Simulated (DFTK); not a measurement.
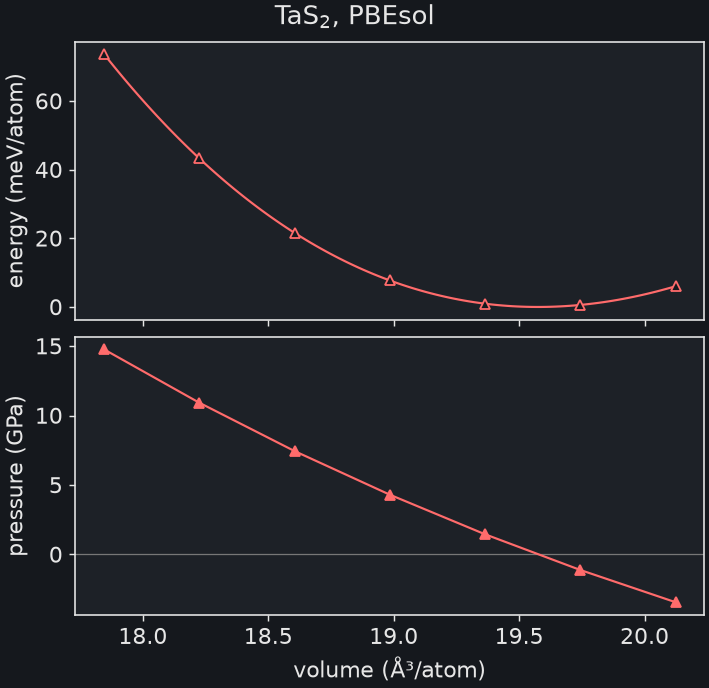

The figure shows the energy and pressure against volume for TaS₂, space group P-3m1 (No. 164).

Starting cell:
```yaml
crystal:
  lattice:
    - [3.35000, 0.00000, 0.00000]
    - [-1.67500, 2.90119, 0.00000]
    - [0.00000, 0.00000, 5.86000]
  atoms:
    - { symbol: Ta, position: [0.00000, 0.00000, 0.00000] }
    - { symbol: S, position: [0.66667, 0.33333, 0.75000] }
    - { symbol: S, position: [0.33333, 0.66667, 0.25000] }
```

Computed with DFTK 0.8.2: plane-wave DFT, no spin polarisation; energies at scaled volumes of the given cell, shape and fractions fixed, counted from the fit's minimum, third-order Birch-Murnaghan fit. Level: PBEsol.

| setting | value |
| --- | --- |
| k mesh | 9×9×5 |
| occupations | Fermi–Dirac |
| smearing width | 0.05 eV |
| potentials | dojo.nc.sr.pbesol.v0_4_1.standard |
| wave cutoff | 952.4 eV |

**How stiff is the solid, and where is its volume at rest?**

A third-order Birch–Murnaghan fit gives V0 = 19.57 Å³/atom, B0 = 132 GPa and B′ = 4.1.

**Read off the course of the pressure.**

It falls from 14.76 GPa at volume 17.85 Å³/atom to −3.44 GPa at 20.12 Å³/atom, and changes sign near 19.58 Å³/atom.

Limits of the calculation: shape and atomic fractions are frozen while scaling, which makes layered, chain and framework solids too stiff.
